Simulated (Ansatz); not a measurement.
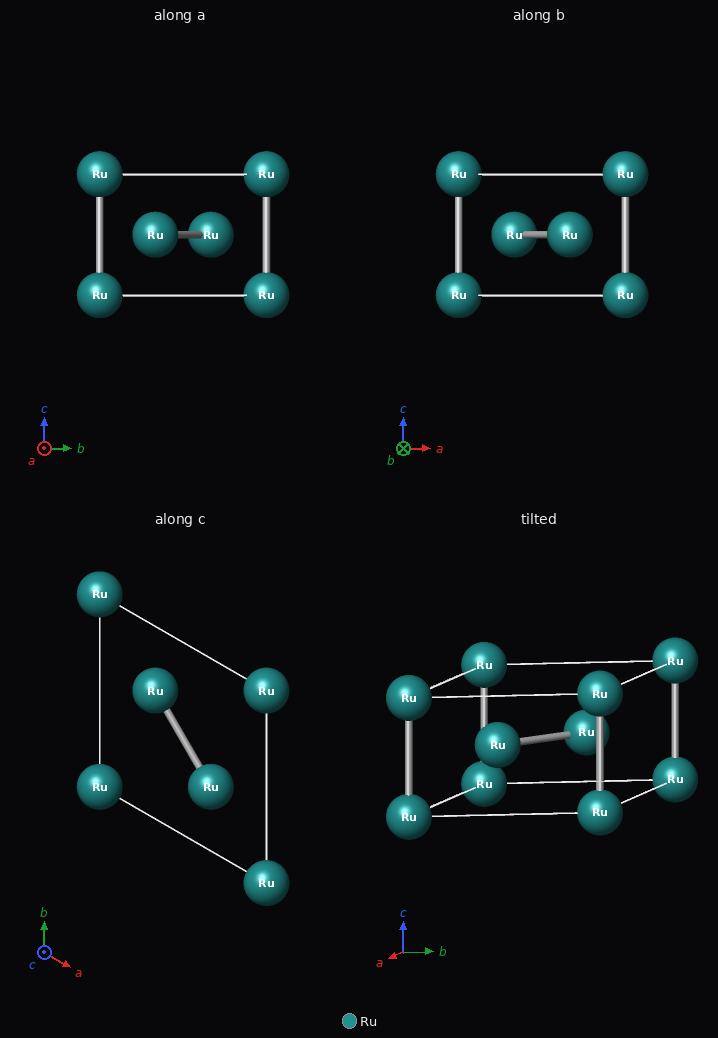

An orthographic ball-and-stick view of the structure, along the a axis, along the b axis, along the c axis and slightly off an axis. The frame is the conventional unit cell; atoms at its boundary are shown with their periodic copies.

Lattice parameters: a = 4.2676 Å, b = 4.2676 Å, c = 2.6833 Å, α = 90.000°, β = 90.000°, γ = 120.000°.

Write the structure as a CIF in P1 with every atom of the cell.

```cif
data_structure
_symmetry_space_group_name_H-M 'P 1'
_symmetry_Int_Tables_number 1
_cell_length_a 4.2676
_cell_length_b 4.2676
_cell_length_c 2.6833
_cell_angle_alpha 90.000
_cell_angle_beta 90.000
_cell_angle_gamma 120.000
_cell_volume 42.32
loop_
_atom_site_label
_atom_site_type_symbol
_atom_site_fract_x
_atom_site_fract_y
_atom_site_fract_z
_atom_site_occupancy
Ru1 Ru 0.3333 0.6667 0.5000 1
Ru2 Ru 0.0000 0.0000 0.0000 1
Ru3 Ru 0.6667 0.3333 0.5000 1
```

Starting structure: a structure type filled with this element by a generator (whether the element takes this form wasn't checked). Atoms and cell were optimised with DFT PBE, scalar-relativistic, plane waves, PAW in Ansatz.
